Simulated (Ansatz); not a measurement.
NiSi: geometry relaxation (part 1 of 2)

System: NiSi (P2₁3, 8 atoms in the cell).
Method: DFT r2SCAN, scalar-relativistic, plane waves, PAW, no spin polarisation (Ansatz 0.2.0).

The structure derives from an entry of the Crystallography Open Database.

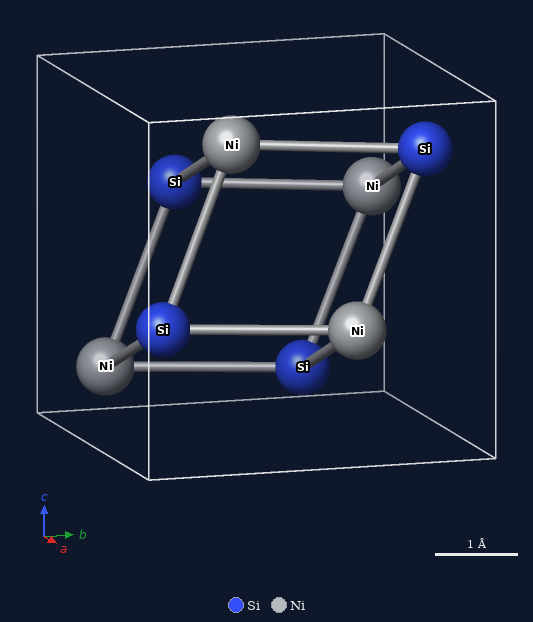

*The structure as given in the input (ball-and-stick view of the cell of the calculation, seen slightly off an axis). An atom can appear more than once, as a periodic image.*

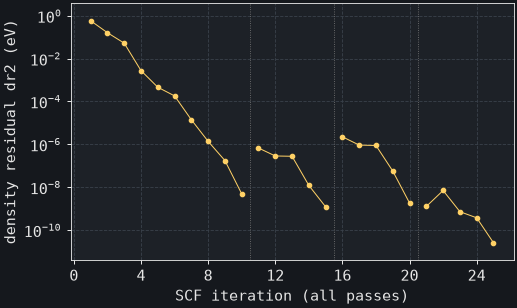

*Convergence of the self-consistent field: density residual dr2 against the SCF iteration. The dotted lines part the SCF passes of the relaxation: geometry steps, rejected trials and re-solves on a re-selected basis.*

The passes take 10, 5, 5 and 5 iterations.

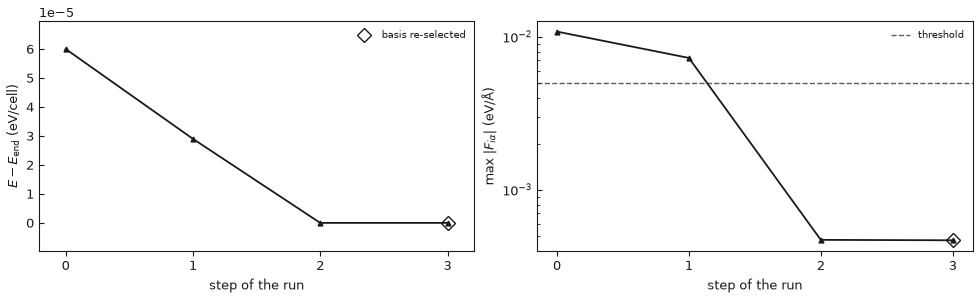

*Progress of the relaxation, step by step (the first geometry is step 0 here and step 1 in the log).*

After 2 geometry steps the energy has fallen by 0.1 meV per cell of the calculation. The largest force component goes from 0.011 to 0.00047 eV/Å. The pressure goes from 0.01 to 0.01 GPa. The atoms keep their places (all moves are under 0.005 Å). The cell stays as it was. The space group stays P2_13 (No. 198). A last SCF at the same geometry on a re-selected plane-wave basis shifts the energy by next to nothing (0.0 meV per cell of the calculation). (Atoms are counted from 1 in the order of the input.)

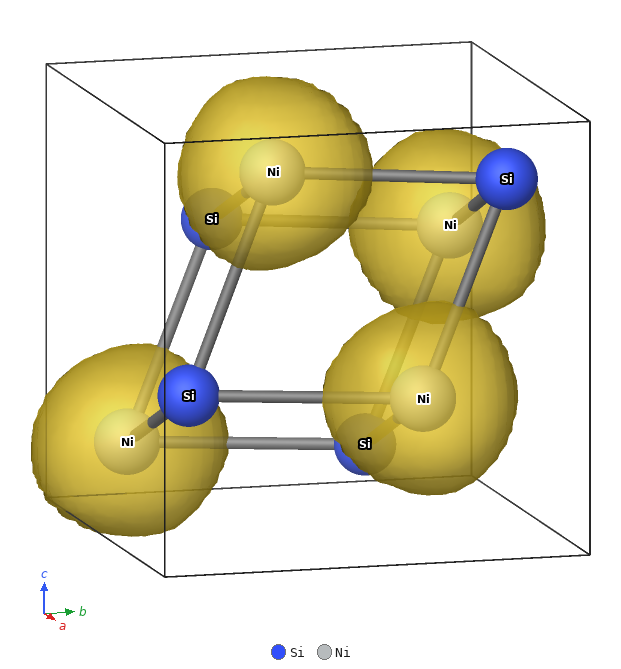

*Isosurface of the valence charge density (pseudo) at 0.5 e/Å³ (yellow), seen slightly off an axis. Sticks mark near contacts. The outline is the cell set on symmetry axes.*

At this value the density breaks into separate islands; it holds about 75 % of the electrons treated as valence (semicore included). It is pinched off along the Si–Ni (2.33 Å) and Si–Ni (2.38 Å) contacts. On the grid the lowest density along these lines, outside the cores, is 0.43 e/Å³ (Si–Ni, 2.33 Å) and 0.41 e/Å³ (Si–Ni, 2.38 Å). The fields are those of the smooth PAW valence density.

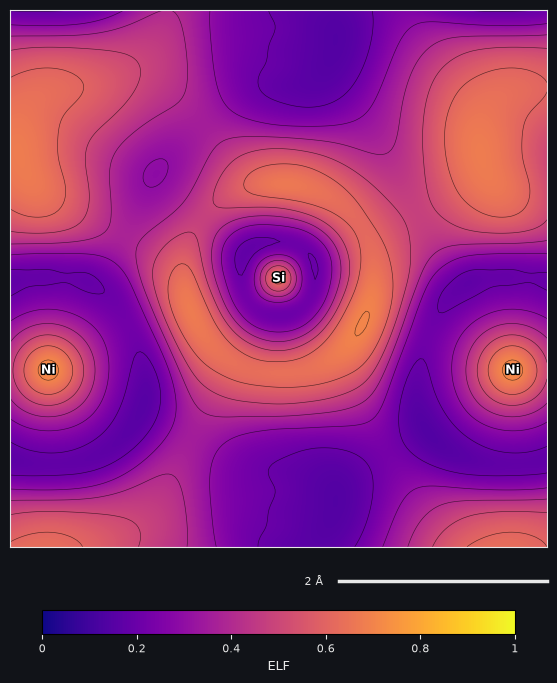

*ELF on the (010) plane of the conventional cell.*

Atoms in the plane: Si and Ni. Si–Ni (2.38 Å): the ELF is about 0.45 at the midpoint. The strong features right at Ni lie inside the PAW spheres (semicore, d or f shells) and say nothing about bonding.

The input that produced these results follows, with the program's output.

Input:
```yaml
crystal:
  lattice:
    - [4.4648075999, 0.0, 0.0]
    - [0.0, 4.4648075999, 0.0]
    - [0.0, 0.0, 4.4648075999]
  atoms:
    - { symbol: Si, position: [0.8467112659, 0.8467112659, 0.8467112659] }
    - { symbol: Si, position: [0.6532887341, 0.1532887341, 0.3467112659] }
    - { symbol: Si, position: [0.3467112659, 0.6532887341, 0.1532887341] }
    - { symbol: Si, position: [0.1532887341, 0.3467112659, 0.6532887341] }
    - { symbol: Ni, position: [0.1487341958, 0.1487341958, 0.1487341958] }
    - { symbol: Ni, position: [0.3512658042, 0.8512658042, 0.6487341958] }
    - { symbol: Ni, position: [0.6487341958, 0.3512658042, 0.8512658042] }
    - { symbol: Ni, position: [0.8512658042, 0.6487341958, 0.3512658042] }
basis:
  ecutwfc: 500
kpoints:
  mp_grid: { grid: [8, 8, 8] }
hamiltonian:
  xc: r2scan
scf:
  occupations: { method: gaussian, width: 0.1 }
output:
  forces: true
  stress: true
  eigenvalues: true
  write_density: true
  write_potential: true
  elf: true
  volumetric_format: npy
relax:
  adjacent_minimum: "off"
  f_tol: 0.005
  max_steps: 80
  cell: { stress_tol: 0.05 }
```

Launched with:
```bash
ansatz run input.yaml --threads 2 --pin off --max-ram 5120MiB --backend cpu --events-out ev --progress --plain --runs-dir out
```

Log:
```
Engine: ansatz 0.2.0, x86_64-unknown-linux-gnu
Pseudopotentials: kind: paw
Pseudopotential: Si, paw, valence charge 4, recommended cutoff 500 eV (meta_gga), Si.paw.azcp
Pseudopotential: Ni, paw, valence charge 18, recommended cutoff 500 eV (meta_gga), Ni.paw.azcp
Functional definition: r2SCAN
  parameter k0 = 0.174
  parameter k1 = 0.065
  parameter a1 = 4.9479
  exchange = r2scan_x(k0 = k0, k1 = k1, a1 = a1)
  correlation = r2scan_c
Crystal: 8 atoms, lattice volume = 89.004 Å³
Basis set: ecut = 500 eV, 2301 PW (Γ), exchange–correlation on 144×144×144 points (64 copies of the dense FFT grid, shifted against one another)
Bands: 53, of which v1, the nominal top of the filled ones, is band 44 counted from 1 (43 counted from 0)
Symmetry: 12 space group operations
Space group: P213 (ITA 198), of the structure as read, at distance tolerance 4.5e-5 Å
k-points: 45 of 512 (time reversal used)
Non-local potential: Si, projectors of the file, l = 0: 2, l = 1: 2, l = 2: 2
Non-local potential: Ni, projectors of the file, l = 0: 3, l = 1: 2, l = 2: 3, l = 3: 1
PAW form: soft (Blöchl's): semilocal exchange-correlation on the pseudo side does not see the compensation charge
PAW frozen core: Si, regenerated for the run's functional (the file was generated under x = pbe(κ = 0.804, μ = 0.2195149727645171), c = pbe(β = 0.06672455060314922))
PAW frozen core: Ni, regenerated for the run's functional (the file was generated under x = pbe(κ = 0.804, μ = 0.2195149727645171), c = pbe(β = 0.06672455060314922))
PAW one-centre angular grid: Si, 302 points (default); XC on 160 Gauss nodes
PAW one-centre angular grid: Ni, 590 points (default); XC on 160 Gauss nodes
Initial density: superposition of atomic densities (neutral atoms: chi_scale 0, normalization atom), corrected by the library's trained network
Initial wavefunctions: pseudopotential atomic-orbital guess
Functional: x = r2scan, c = r2scan; τ floored in thin density (d = 2e-4 eV/Å³)
SCF iter   1: F=—  HF=-25940.133235 eV  |F-HF|=—  |Δ(HF+E_count)|=         —  Δρ=2.84e-2  dr2=5.80e-1  dr2_τ=2.42e-1  ethr=1.77e-3  ⟨swp⟩=7.2  Hψ=9572  notcnv=0  defer=1
preconditioner: auto → Kerker (q_TF=auto, 2.723 Å⁻¹)  [metal: Δε(μ)=0.088 eV  Ē_g=7.752 eV  σ=0.100 eV  W_gap=0.47  n_scr=26 (ndim 8)  ℏωp=29.5 eV  f_vac=0.000  D(μ)=1.87/eV (n_scr^D=6)]
SCF iter   2: F=—  HF=-25940.417338 eV  |F-HF|=—  |Δ(HF+E_count)|=   2.84e-1  Δρ=1.90e-2  dr2=1.60e-1  dr2_τ=3.17e-3  ethr=6.59e-4  ⟨swp⟩=3.0  Hψ=4497  notcnv=0  defer=119
SCF iter   3: F=—  HF=-25940.382241 eV  |F-HF|=—  |Δ(HF+E_count)|=   3.51e-2  Δρ=8.20e-3  dr2=5.21e-2  dr2_τ=1.23e-4  ethr=1.81e-4  ⟨swp⟩=2.6  Hψ=4441  notcnv=0  defer=119
SCF iter   4: F=—  HF=-25940.375070 eV  |F-HF|=—  |Δ(HF+E_count)|=   7.17e-3  Δρ=2.19e-3  dr2=2.73e-3  dr2_τ=4.79e-5  ethr=5.92e-5  ⟨swp⟩=2.1  Hψ=3329  notcnv=0  defer=119
SCF iter   5: F=—  HF=-25940.374945 eV  |F-HF|=—  |Δ(HF+E_count)|=   1.25e-4  Δρ=8.70e-4  dr2=4.57e-4  dr2_τ=1.17e-5  ethr=3.11e-6  ⟨swp⟩=2.0  Hψ=3756  notcnv=0  defer=116
SCF iter   6: F=—  HF=-25940.374894 eV  |F-HF|=—  |Δ(HF+E_count)|=   5.14e-5  Δρ=6.38e-4  dr2=1.80e-4  dr2_τ=9.71e-7  ethr=5.20e-7  ⟨swp⟩=2.0  Hψ=3593  notcnv=0  defer=116
SCF iter   7: F=—  HF=-25940.374904 eV  |F-HF|=—  |Δ(HF+E_count)|=   1.02e-5  Δρ=1.82e-4  dr2=1.39e-5  dr2_τ=1.32e-7  ethr=2.05e-7  ⟨swp⟩=1.8  Hψ=3511  notcnv=0  defer=116
SCF iter   8: F=—  HF=-25940.374918 eV  |F-HF|=—  |Δ(HF+E_count)|=   1.36e-5  Δρ=4.78e-5  dr2=1.36e-6  dr2_τ=9.31e-9  ethr=1.58e-8  ⟨swp⟩=2.4  Hψ=3925  notcnv=0  defer=116
SCF iter   9: F=—  HF=-25940.374918 eV  |F-HF|=—  |Δ(HF+E_count)|=   8.48e-9  Δρ=1.86e-5  dr2=1.73e-7  dr2_τ=1.07e-9  ethr=1.54e-9  ⟨swp⟩=2.3  Hψ=3674  notcnv=0  defer=116
SCF iter  10: F=-25940.374918 eV  HF=-25940.374918 eV  |F-HF|=2.72e-9  |Δ(HF+E_count)|=   6.99e-9  Δρ=2.67e-6  dr2=4.85e-9  dr2_τ=1.85e-11  ethr=1.14e-10  ⟨swp⟩=13.7  Hψ=18207  notcnv=0
SCF 1 converged in 10 iterations: F = -25940.374918 eV  dr2 = 4.85e-9
  greatest PAW one-centre occupation: 1.001 electrons in one spin orbital (limit 2), on the Ni atom at site 5 (counted from 0), in its partial waves of l = 1
relax step   1: F+E_penalty+E_count = -25940.37491757 eV  Δ(F+E_penalty+E_count) = +0.000e0 eV  max|allowed force component| = 1.080e-2 eV/Å  Δτ_max = 0.0000 Å  P = +0.014 GPa  Ω = 89.004 Å³  (10 SCF iters, dr2 threshold 1.00e-7 eV, accepted)
Crystal: 8 atoms, lattice volume = 89.007 Å³
Initial density: handed on by an earlier stage of this run
Initial wavefunctions: those handed on with the density
iter 1 solved again at ethr=8.12e-10 eV; its pass at ethr=3.10e-3 eV (dr2=7.14e-7 eV) is discarded
SCF iter   1: F=—  HF=-25940.374948 eV  |F-HF|=—  |Δ(HF+E_count)|=         —  Δρ=3.90e-5  dr2=6.66e-7  dr2_τ=9.34e-7  ethr=8.12e-10  ⟨swp⟩=2.7  Hψ=9318  notcnv=0
preconditioner: auto → Kerker (q_TF=auto, 2.723 Å⁻¹)  [metal: Δε(μ)=0.065 eV  Ē_g=7.649 eV  σ=0.100 eV  W_gap=0.35  n_scr=26 (ndim 8)  ℏωp=29.5 eV  f_vac=0.001  D(μ)=2.15/eV (n_scr^D=18)]
SCF iter   2: F=—  HF=-25940.374949 eV  |F-HF|=—  |Δ(HF+E_count)|=   5.88e-7  Δρ=2.37e-5  dr2=2.83e-7  dr2_τ=7.45e-9  ethr=7.56e-10  ⟨swp⟩=2.0  Hψ=3647  notcnv=0
SCF iter   3: F=—  HF=-25940.374949 eV  |F-HF|=—  |Δ(HF+E_count)|=   3.35e-8  Δρ=2.23e-5  dr2=2.74e-7  dr2_τ=2.53e-9  ethr=3.21e-10  ⟨swp⟩=2.3  Hψ=3765  notcnv=0
SCF iter   4: F=—  HF=-25940.374949 eV  |F-HF|=—  |Δ(HF+E_count)|=   2.26e-8  Δρ=4.05e-6  dr2=1.20e-8  dr2_τ=3.45e-10  ethr=3.12e-10  ⟨swp⟩=2.0  Hψ=3156  notcnv=0
SCF iter   5: F=-25940.374949 eV  HF=-25940.374949 eV  |F-HF|=5.35e-10  |Δ(HF+E_count)|=  6.29e-10  Δρ=1.31e-6  dr2=1.20e-9  dr2_τ=4.32e-11  ethr=8.29e-12  ⟨swp⟩=8.0  Hψ=14768  notcnv=0
SCF 2 converged in 5 iterations: F = -25940.374949 eV  dr2 = 1.20e-9
  greatest PAW one-centre occupation: 1.001 electrons in one spin orbital (limit 2), on the Ni atom at site 7 (counted from 0), in its partial waves of l = 1
relax step   2: F+E_penalty+E_count = -25940.37494905 eV  Δ(F+E_penalty+E_count) = -3.148e-5 eV  max|allowed force component| = 7.269e-3 eV/Å  Δτ_max = 0.0005 Å  P = +0.005 GPa  Ω = 89.007 Å³  energy of the carried Pulay correction = -1.852e-6 eV  (5 SCF iters, dr2 threshold 7.29e-9 eV, accepted)
iter 1 solved again at ethr=2.57e-9 eV; its pass at ethr=3.10e-3 eV (dr2=2.26e-6 eV) is discarded
SCF iter   1: F=—  HF=-25940.374978 eV  |F-HF|=—  |Δ(HF+E_count)|=         —  Δρ=7.37e-5  dr2=2.22e-6  dr2_τ=5.63e-7  ethr=2.57e-9  ⟨swp⟩=2.9  Hψ=9365  notcnv=0
SCF iter   2: F=—  HF=-25940.374978 eV  |F-HF|=—  |Δ(HF+E_count)|=   1.19e-7  Δρ=4.15e-5  dr2=9.13e-7  dr2_τ=2.59e-8  ethr=2.52e-9  ⟨swp⟩=2.2  Hψ=3461  notcnv=0
SCF iter   3: F=—  HF=-25940.374978 eV  |F-HF|=—  |Δ(HF+E_count)|=   2.13e-7  Δρ=3.99e-5  dr2=8.73e-7  dr2_τ=4.64e-9  ethr=1.04e-9  ⟨swp⟩=2.0  Hψ=3648  notcnv=0
SCF iter   4: F=—  HF=-25940.374978 eV  |F-HF|=—  |Δ(HF+E_count)|=   1.22e-7  Δρ=9.00e-6  dr2=5.60e-8  dr2_τ=5.25e-10  ethr=9.92e-10  ⟨swp⟩=2.0  Hψ=3228  notcnv=0
SCF iter   5: F=-25940.374978 eV  HF=-25940.374978 eV  |F-HF|=2.47e-10  |Δ(HF+E_count)|=   3.03e-9  Δρ=1.72e-6  dr2=1.81e-9  dr2_τ=6.17e-11  ethr=3.75e-12  ⟨swp⟩=7.0  Hψ=16167  notcnv=0
SCF 3 converged in 5 iterations: F = -25940.374978 eV  dr2 = 1.81e-9
```
